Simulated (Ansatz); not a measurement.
# Hf$_{8}$H$_{2}$O$_{17}$: geometry relaxation (part 1 of 3)

The run: geometry relaxation of Hf$_{8}$H$_{2}$O$_{17}$ (slab, 27 atoms in the cell). Method and program: DFT PBE+D3(BJ), scalar-relativistic, plane waves, PAW, no spin polarisation (Ansatz 0.2.0).

The structure derives from a Materials Project entry. The input holds or restrains some coordinates. Forces given for the steps count only the free coordinates. It belongs to a series of runs on one base structure; here: 1 H2O a cell, tilted, over a bridge Hf-O site. Figures and captions count atoms from 1; the log counts them from 0 in places.

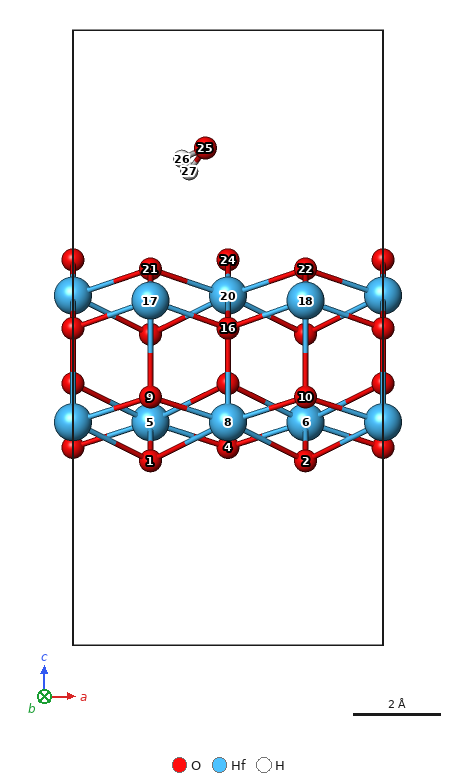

The structure as given in the input (ball-and-stick view of the cell of the calculation, with the vacuum cut short, along the b axis; atoms are numbered from 1 in the order of the input). An atom can appear more than once, as a periodic image.

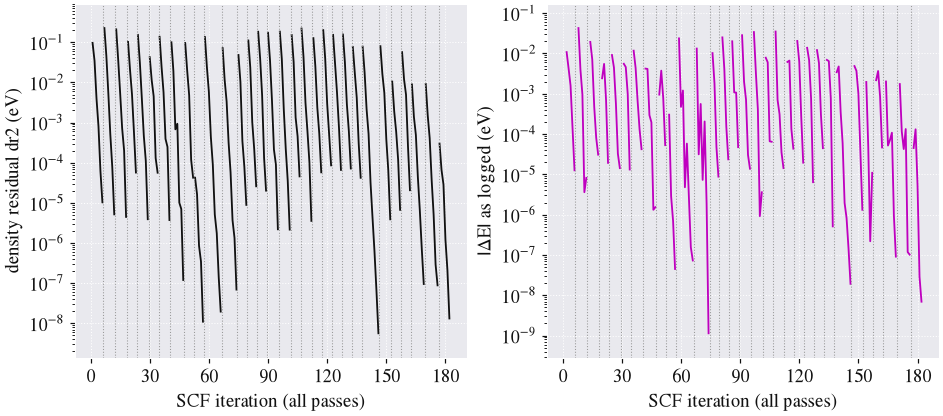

Convergence of the self-consistent field: density residual dr2 and size of the energy change against the SCF iteration. The dotted lines part the SCF passes of the relaxation: geometry steps, rejected trials and re-solves on a re-selected basis. The 31 passes take 5 to 9 iterations each, 182 in all.

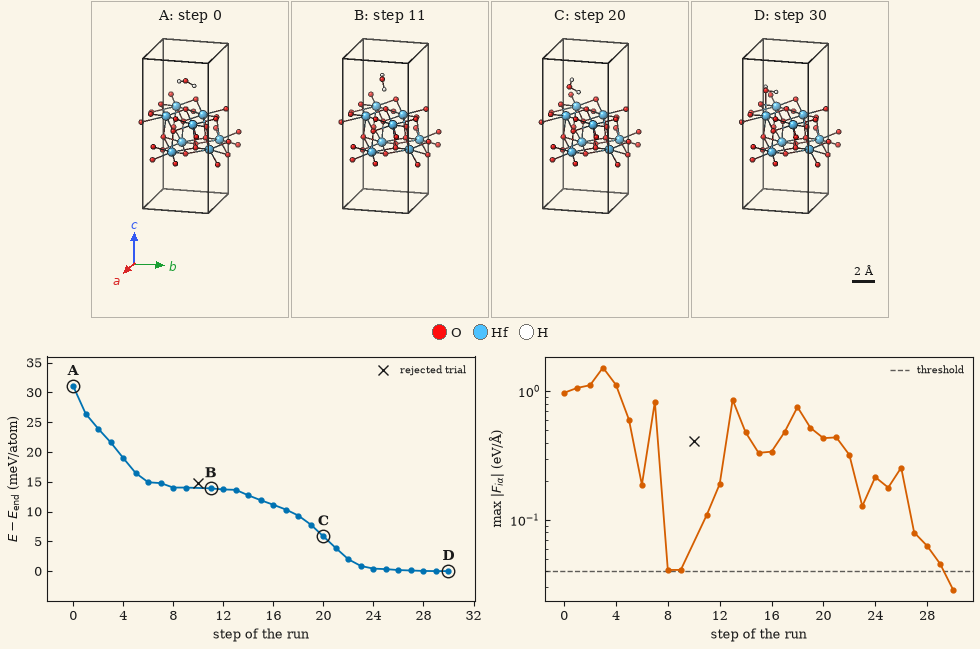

Frames of the restrained relaxation (ball-and-stick view of the cell of the calculation, with the vacuum cut short (origin shifted), with bonded neighbours outside it, seen slightly off an axis) above the curves, on which the letters mark them (the first geometry is step 0 here and step 1 in the log).

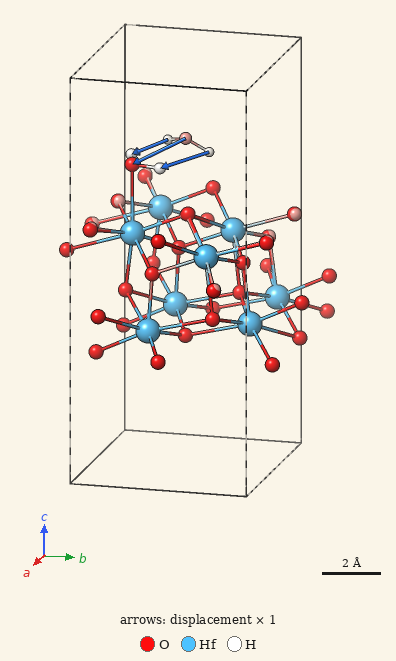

Start (faint) and end (solid) with the displacements as blue arrows, at true length (ball-and-stick view of the cell of the calculation, with the vacuum cut short (origin shifted), with bonded neighbours outside it, seen slightly off an axis). The energy falls by 31.1 meV per atom in 30 geometry steps. The largest force component goes from 0.97 to 0.029 eV/Å. The line search rejected the trial step at point 10 (counted from 0) and went back. The largest move is that of O25, 2.09 Å. Largest moves by element: O 2.09 Å, H 1.80 Å, Hf 0.05 Å. The cell doesn't change. Distances before and after: Hf20–O25 3.872 → 2.426 Å, Hf18–O23 2.341 → 2.425 Å, Hf20–O21 2.144 → 2.227 Å, Hf20–O24 2.078 → 2.154 Å. New bonds form: Hf20–O25 (3.87 → 2.43 Å). Among the angles that change: Hf18–O22–Hf19 110.8° → 114.7°, Hf17–O21–Hf19 110.8° → 113.2°. (Atoms are counted from 1 in the order of the input.)

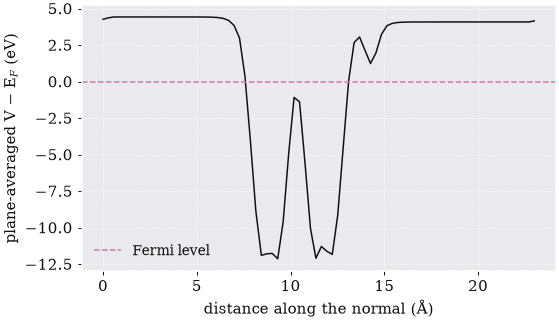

Plane average of the electrostatic potential energy of an electron across the cell, from the Fermi level. The vacuum level lies 4.08 eV above the Fermi level on the upper side and 4.42 eV on the lower.

These pictures come from the run below.

Input file:
```yaml
crystal:
  lattice:
    - [7.1747300941, 0.0, 0.0]
    - [0.0, 6.3274197381, 0.0]
    - [0.0, 0.0, 23.2811884666]
  atoms:
    - { symbol: O, position: [0.25, 0.5267463581, 0.3436250693] }
    - { symbol: O, position: [0.75, 0.5267463581, 0.3436250693] }
    - { symbol: O, position: [0.0, 0.9554113498, 0.3569688386] }
    - { symbol: O, position: [0.5, 0.9554113498, 0.3569688386] }
    - { symbol: Hf, position: [0.25, 0.8214384719, 0.3820295096] }
    - { symbol: Hf, position: [0.75, 0.8214384719, 0.3820295096] }
    - { symbol: Hf, position: [0.0, 0.3214384719, 0.3820295096] }
    - { symbol: Hf, position: [0.5, 0.3214384719, 0.3820295096] }
    - { symbol: O, position: [0.25, 0.187465594, 0.4070901807] }
    - { symbol: O, position: [0.75, 0.187465594, 0.4070901807] }
    - { symbol: O, position: [0.0, 0.6161305857, 0.42043395] }
    - { symbol: O, position: [0.5, 0.6161305857, 0.42043395] }
    - { symbol: O, position: [0.25, 0.8434514575, 0.4694143714] }
    - { symbol: O, position: [0.75, 0.8434514575, 0.4694143714] }
    - { symbol: O, position: [0.0, 0.2767261973, 0.4753360281] }
    - { symbol: O, position: [0.5, 0.2767261973, 0.4753360281] }
    - { symbol: Hf, position: [0.25, 0.1442602962, 0.5028710209] }
    - { symbol: Hf, position: [0.75, 0.1442602962, 0.5028710209] }
    - { symbol: Hf, position: [0.0, 0.657622323, 0.5078823547] }
    - { symbol: Hf, position: [0.5, 0.657622323, 0.5078823547] }
    - { symbol: O, position: [0.25, 0.4994792102, 0.5342807923] }
    - { symbol: O, position: [0.75, 0.4994792102, 0.5342807923] }
    - { symbol: O, position: [0.0, 0.958934134, 0.54336844] }
    - { symbol: O, position: [0.5, 0.958934134, 0.54336844] }
    - { symbol: O, position: [0.4274080675, -0.0655964087, 0.6545268546] }
    - { symbol: H, position: [0.3514263042, -0.1901920081, 0.643827229] }
    - { symbol: H, position: [0.375, 0.0515972151, 0.631422364] }
basis:
  ecutwfc: 420
kpoints:
  mp_grid: { grid: [2, 3, 1] }
hamiltonian:
  xc: pbe
  dispersion: d3bj
scf:
  occupations: { method: gaussian, width: 0.05 }
output:
  forces: true
  eigenvalues: true
relax:
  adjacent_minimum: "off"
  f_tol: 0.04
  max_steps: 100
  constraints: [{ sites: [0, 1, 2, 3, 4, 5, 6, 7, 8, 9, 10, 11] }]
efield:
  axis: 3
  dipole_correction: true
  ramp_width: 0.04
```

Command:
```bash
ansatz run input.yaml --threads 4 --pin off --max-ram 10240MiB --backend cpu --events-out ev --progress --plain --runs-dir out
```

The program's output:
```
Engine: ansatz 0.2.0, aarch64-unknown-linux-gnu
Pseudopotentials: kind: paw
Pseudopotential: O, paw, valence charge 6, recommended cutoff 420 eV (normal), O.paw.azcp
Pseudopotential: Hf, paw, valence charge 26, recommended cutoff 420 eV (normal), Hf.paw.azcp
Pseudopotential: H, paw, valence charge 1, recommended cutoff 420 eV (normal), H.paw.azcp
Functional definition: PBE
  parameter kappa = 0.804
  parameter beta = 0.06672455060314922
  exchange = pbe_x(kappa = kappa, mu = beta*pi^2/3)
  correlation = pbe_c(beta = beta)
Crystal: 27 atoms, lattice volume = 1056.908 Å³
Basis set: ecut = 420 eV, 20611 PW (Γ), exchange–correlation on 96×90×320 points (8 copies of the dense FFT grid, shifted against one another)
Bands: 188, of which v1, the nominal top of the filled ones, is band 156 counted from 1 (155 counted from 0)
Symmetry: 1 space group operations
Space group: P1 (ITA 1), of the structure as read, at distance tolerance 1.0e-4 Å
k-points: 4 of 6 (time reversal used)
Non-local potential: O, projectors of the file, l = 0: 2, l = 1: 2, l = 2: 1
Non-local potential: Hf, projectors of the file, l = 0: 3, l = 1: 2, l = 2: 2, l = 3: 3
Non-local potential: H, projectors of the file, l = 0: 2, l = 1: 1
PAW form: soft (Blöchl's): semilocal exchange-correlation on the pseudo side does not see the compensation charge
PAW one-centre angular grid: O, 110 points (default); XC on 64 Gauss nodes
PAW one-centre angular grid: Hf, 590 points (default); XC on 64 Gauss nodes
PAW one-centre angular grid: H, 110 points (default); XC on 64 Gauss nodes
Initial density: superposition of atomic densities (neutral atoms: chi_scale 0, normalization atom), corrected by the library's trained network
Initial wavefunctions: pseudopotential atomic-orbital guess
Functional: x = pbe(κ = 0.804, μ = 0.2195149727645171), c = pbe(β = 0.06672455060314922)
SCF iter   1: F=—  HF=-135488.471440 eV  |F-HF|=—  |Δ(HF+E_count)|=         —  Δρ=2.82e-3  dr2=9.66e-2  ethr=1.77e-3  p=-0.231 e·Å  D=-3.96e-2 V/Å  ΔV_dip=0.92 eV  dr2_dipole=2.68e-3  V_vac-E_F(+/−)=5.32/4.39 eV  ⟨swp⟩=7.8  Hψ=2996  notcnv=0  defer=15
efield: sawtooth ramp at fractional position 0.9791 (placed from the atoms, in the widest stretch of the axis that holds none; the zero of the levels goes with the place), width 0.0400; the density the first Hamiltonian is built on has a dipole p = -0.231 e·Å; the dipole correction subtracts the counter field D = -3.96e-2 V/Å, which shifts the + side's vacuum level by +0.92 eV against the − side's; the planar-averaged density in the ramp window peaks in size at 1.5e-5 e/Å³
preconditioner: auto → Resta (q_TF=auto, 2.226 Å⁻¹)  ε∞=2.3  [insulator: Δε(μ)=3.432 eV  Ē_g=17.305 eV  σ=0.050 eV  W_gap=1.00  n_scr=204 (ndim 8)  ℏωp=19.7 eV  f_vac=0.685  D(μ)=0.00/eV (n_scr^D=0)  ε∞_Penn≈2.3  vacuum switching on, ρ_ref=2.2e-2 e/Å³]
SCF iter   2: F=—  HF=-135488.482240 eV  |F-HF|=—  |Δ(HF+E_count)|=   1.08e-2  Δρ=2.09e-3  dr2=3.46e-2  ethr=3.10e-5  p=-0.275 e·Å  D=-4.71e-2 V/Å  ΔV_dip=1.10 eV  dr2_dipole=4.48e-4  V_vac-E_F(+/−)=5.34/4.25 eV  ⟨swp⟩=3.0  Hψ=1507  notcnv=0  defer=108
SCF iter   3: F=—  HF=-135488.478010 eV  |F-HF|=—  |Δ(HF+E_count)|=   4.23e-3  Δρ=7.31e-4  dr2=3.97e-3  ethr=1.11e-5  p=-0.264 e·Å  D=-4.52e-2 V/Å  ΔV_dip=1.05 eV  dr2_dipole=7.50e-9  V_vac-E_F(+/−)=5.33/4.28 eV  ⟨swp⟩=2.0  Hψ=1097  notcnv=0  defer=108
SCF iter   4: F=—  HF=-135488.479585 eV  |F-HF|=—  |Δ(HF+E_count)|=   1.58e-3  Δρ=2.78e-4  dr2=8.05e-4  ethr=1.27e-6  p=-0.262 e·Å  D=-4.48e-2 V/Å  ΔV_dip=1.04 eV  dr2_dipole=2.56e-5  V_vac-E_F(+/−)=5.31/4.27 eV  ⟨swp⟩=2.8  Hψ=1217  notcnv=0  defer=107
SCF iter   5: F=—  HF=-135488.479725 eV  |F-HF|=—  |Δ(HF+E_count)|=   1.39e-4  Δρ=8.20e-5  dr2=6.12e-5  ethr=2.58e-7  p=-0.265 e·Å  D=-4.55e-2 V/Å  ΔV_dip=1.06 eV  dr2_dipole=9.25e-8  V_vac-E_F(+/−)=5.31/4.25 eV  ⟨swp⟩=2.8  Hψ=1144  notcnv=0  defer=107
SCF iter   6: F=-135488.479743 eV  HF=-135488.479737 eV  |F-HF|=5.61e-6  |Δ(HF+E_count)|=   1.26e-5  Δρ=3.79e-5  dr2=1.03e-5  ethr=1.28e-8  p=-0.266 e·Å  D=-4.55e-2 V/Å  ΔV_dip=1.06 eV  dr2_dipole=5.20e-11  V_vac-E_F(+/−)=5.31/4.25 eV  ⟨swp⟩=16.2  Hψ=3814  notcnv=0
SCF 1 converged in 6 iterations: F = -135488.479743 eV  dr2 = 1.03e-5
  greatest PAW one-centre occupation: 0.999 electrons in one spin orbital (limit 2), on the Hf atom at site 17 (counted from 0), in its partial waves of l = 0
relax step   1: F+E_penalty+E_count = -135488.47974301 eV  Δ(F+E_penalty+E_count) = +0.000e0 eV  max|allowed force component| = 9.742e-1 eV/Å  Δτ_max = 0.0000 Å  (6 SCF iters, dr2 threshold 4.00e-5 eV, accepted)
Initial density: handed on by an earlier stage of this run
Initial wavefunctions: those handed on with the density
iter 1 solved again at ethr=7.22e-5 eV; its pass at ethr=3.10e-3 eV (dr2=2.25e-1 eV) is discarded
SCF iter   1: F=—  HF=-135488.652670 eV  |F-HF|=—  |Δ(HF+E_count)|=         —  Δρ=7.44e-3  dr2=2.26e-1  ethr=7.22e-5  p=-0.266 e·Å  D=-4.55e-2 V/Å  ΔV_dip=1.06 eV  dr2_dipole=1.06e-3  V_vac-E_F(+/−)=5.45/4.39 eV  ⟨swp⟩=2.0  Hψ=2788  notcnv=0  defer=92
efield: sawtooth ramp at fractional position 0.9791 (handed on by an earlier solve), width 0.0400; the density the first Hamiltonian is built on has a dipole p = -0.266 e·Å; the dipole correction subtracts the counter field D = -4.55e-2 V/Å, which shifts the + side's vacuum level by +1.06 eV against the − side's; the planar-averaged density in the ramp window peaks in size at 3.1e-6 e/Å³
preconditioner: auto → Resta (q_TF=auto, 2.226 Å⁻¹)  ε∞=2.3  [insulator: Δε(μ)=3.689 eV  Ē_g=17.309 eV  σ=0.050 eV  W_gap=1.00  n_scr=204 (ndim 8)  ℏωp=19.7 eV  f_vac=0.686  D(μ)=0.00/eV (n_scr^D=0)  ε∞_Penn≈2.3  vacuum switching on, ρ_ref=2.2e-2 e/Å³]
SCF iter   2: F=—  HF=-135488.610039 eV  |F-HF|=—  |Δ(HF+E_count)|=   4.26e-2  Δρ=3.68e-3  dr2=4.54e-2  ethr=7.22e-5  p=-0.314 e·Å  D=-5.38e-2 V/Å  ΔV_dip=1.25 eV  dr2_dipole=1.73e-5  V_vac-E_F(+/−)=5.59/4.34 eV  ⟨swp⟩=2.0  Hψ=1155  notcnv=0  defer=92
SCF iter   3: F=—  HF=-135488.606037 eV  |F-HF|=—  |Δ(HF+E_count)|=   4.00e-3  Δρ=7.72e-4  dr2=5.35e-3  ethr=1.46e-5  p=-0.327 e·Å  D=-5.59e-2 V/Å  ΔV_dip=1.30 eV  dr2_dipole=2.11e-4  V_vac-E_F(+/−)=5.68/4.38 eV  ⟨swp⟩=3.0  Hψ=1456  notcnv=0  defer=105
SCF iter   4: F=—  HF=-135488.605082 eV  |F-HF|=—  |Δ(HF+E_count)|=   9.55e-4  Δρ=2.67e-4  dr2=5.11e-4  ethr=1.72e-6  p=-0.337 e·Å  D=-5.76e-2 V/Å  ΔV_dip=1.34 eV  dr2_dipole=2.18e-5  V_vac-E_F(+/−)=5.68/4.34 eV  ⟨swp⟩=2.0  Hψ=1140  notcnv=0  defer=105
SCF iter   5: F=—  HF=-135488.605078 eV  |F-HF|=—  |Δ(HF+E_count)|=   3.61e-6  Δρ=9.08e-5  dr2=7.75e-5  ethr=1.64e-7  p=-0.333 e·Å  D=-5.70e-2 V/Å  ΔV_dip=1.33 eV  dr2_dipole=4.44e-8  V_vac-E_F(+/−)=5.67/4.34 eV  ⟨swp⟩=2.2  Hψ=1338  notcnv=0  defer=107
SCF iter   6: F=-135488.605072 eV  HF=-135488.605070 eV  |F-HF|=1.38e-6  |Δ(HF+E_count)|=   8.19e-6  Δρ=2.60e-5  dr2=5.18e-6  ethr=1.90e-8  p=-0.332 e·Å  D=-5.69e-2 V/Å  ΔV_dip=1.32 eV  dr2_dipole=4.25e-9  V_vac-E_F(+/−)=5.67/4.34 eV  ⟨swp⟩=15.5  Hψ=4055  notcnv=0
SCF 2 converged in 6 iterations: F = -135488.605072 eV  dr2 = 5.18e-6
[... from here on the iterations of each SCF are left out, up to the last one ...]
relax step   2: F+E_penalty+E_count = -135488.60507156 eV  Δ(F+E_penalty+E_count) = -1.253e-1 eV  max|allowed force component| = 1.062e0 eV/Å  Δτ_max = 0.1950 Å  (6 SCF iters, dr2 threshold 5.93e-5 eV, accepted)
[... from here on the SCF iterations and repeated set-up lines of each step are left out, up to the last step ...]
SCF 3 converged in 6 iterations: F = -135488.672863 eV  dr2 = 4.48e-6
relax step   3: F+E_penalty+E_count = -135488.67286287 eV  Δ(F+E_penalty+E_count) = -6.779e-2 eV  max|allowed force component| = 1.116e0 eV/Å  Δτ_max = 0.2000 Å  (6 SCF iters, dr2 threshold 7.05e-5 eV, accepted)
SCF 4 converged in 5 iterations: F = -135488.734771 eV  dr2 = 5.70e-5
relax step   4: F+E_penalty+E_count = -135488.73477088 eV  Δ(F+E_penalty+E_count) = -6.191e-2 eV  max|allowed force component| = 1.529e0 eV/Å  Δτ_max = 0.1946 Å  (5 SCF iters, dr2 threshold 1.00e-4 eV, accepted)
SCF 5 converged in 6 iterations: F = -135488.805602 eV  dr2 = 3.92e-6
relax step   5: F+E_penalty+E_count = -135488.80560207 eV  Δ(F+E_penalty+E_count) = -7.083e-2 eV  max|allowed force component| = 1.122e0 eV/Å  Δτ_max = 0.2000 Å  (6 SCF iters, dr2 threshold 1.00e-4 eV, accepted)
SCF 6 converged in 5 iterations: F = -135488.873958 eV  dr2 = 5.64e-5
relax step   6: F+E_penalty+E_count = -135488.87395836 eV  Δ(F+E_penalty+E_count) = -6.836e-2 eV  max|allowed force component| = 6.032e-1 eV/Å  Δτ_max = 0.1938 Å  (5 SCF iters, dr2 threshold 1.00e-4 eV, accepted)
SCF 7 converged in 6 iterations: F = -135488.915595 eV  dr2 = 3.74e-6
relax step   7: F+E_penalty+E_count = -135488.91559456 eV  Δ(F+E_penalty+E_count) = -4.164e-2 eV  max|allowed force component| = 1.877e-1 eV/Å  Δτ_max = 0.2000 Å  (6 SCF iters, dr2 threshold 1.00e-4 eV, accepted)
SCF 8 converged in 7 iterations: F = -135488.919393 eV  dr2 = 1.20e-7
relax step   8: F+E_penalty+E_count = -135488.91939317 eV  Δ(F+E_penalty+E_count) = -3.799e-3 eV  max|allowed force component| = 8.296e-1 eV/Å  Δτ_max = 0.1989 Å  (7 SCF iters, dr2 threshold 3.41e-6 eV, accepted)
SCF 9 converged in 5 iterations: F = -135488.939552 eV  dr2 = 4.24e-5
relax step   9: F+E_penalty+E_count = -135488.93955194 eV  Δ(F+E_penalty+E_count) = -2.016e-2 eV  max|allowed force component| = 4.092e-2 eV/Å  Δτ_max = 0.2000 Å  (5 SCF iters, dr2 threshold 6.66e-5 eV, accepted)
SCF 10 converged in 5 iterations: F = -135488.939580 eV  dr2 = 1.10e-8
relax step  10: F+E_penalty+E_count = -135488.93957962 eV  Δ(F+E_penalty+E_count) = -2.768e-5 eV  max|allowed force component| = 4.097e-2 eV/Å  Δτ_max = 0.0000 Å  (5 SCF iters, accepted)
SCF 11 converged in 9 iterations: F = -135488.919546 eV  dr2 = 1.96e-8
relax step  11: F+E_penalty+E_count = -135488.91954578 eV  Δ(F+E_penalty+E_count) = +2.003e-2 eV  max|allowed force component| = 4.125e-1 eV/Å  Δτ_max = 0.1132 Å  (9 SCF iters, rejected (line search))
SCF 12 converged in 8 iterations: F = -135488.943130 eV  dr2 = 6.92e-8
```
